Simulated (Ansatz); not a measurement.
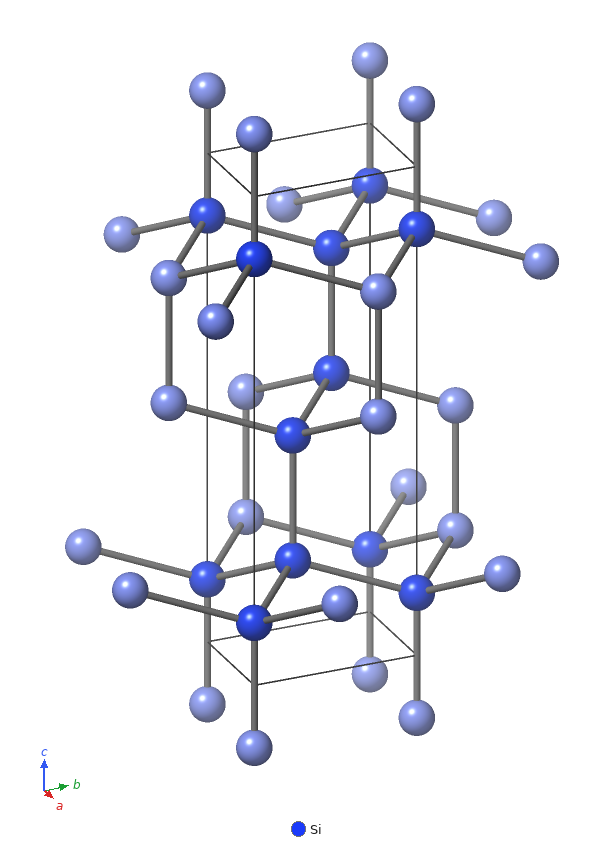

Structure drawing (ball-and-stick), viewed slightly off an axis. The conventional unit cell is outlined; an atom on or near a face, edge or corner is repeated at each equivalent position. Atoms just outside the outline that bond to atoms inside are added, in fainter colours.

Si, space group R-3m (No. 166), a = 4.070 Å, b = 4.070 Å, c = 9.240 Å, α = 90.00°, β = 90.00°, γ = 120.00°. Its origin is a structure type filled with this element by a generator (whether the element takes this form wasn't checked). The cell was then strained or its atoms displaced on purpose. It went into a calculation with Ansatz.

This one geometry was computed with Ansatz (DFT, plane waves, PAW) at three levels of theory: PBE, HSE06 and r2SCAN. It was relaxed with r2SCAN and then strained.

Q: Which level gives the highest pressure at this volume, and what does that say about its equilibrium volume?

A: Highest: PBE (-5.6 GPa), which points to the largest equilibrium volume. Lowest, with the smallest volume: HSE06 (-7.4 GPa) and r2SCAN (-7.1 GPa). Levels within 0.5 GPa of each other can't be told apart.

Q: How does the band gap change with the level of theory?

A: PBE: a gap of 0.20 eV, indirect; r2SCAN: a gap of 0.43 eV, indirect; HSE06: a gap of 0.80 eV, indirect.

Q: Collect the results in a table.

A:
| level | cutoff (eV) | k-mesh of the run's cell | gap (eV) | pressure (GPa) |
| --- | --- | --- | --- | --- |
| PBE | 420 | 8×8×8 | 0.20 | -5.6 |
| HSE06 | 420 | 6×6×6 | 0.80 | -7.4 |
| r2SCAN | 500 | 8×8×8 | 0.43 | -7.1 |

Gaps are taken on the k-mesh or band path of each run.
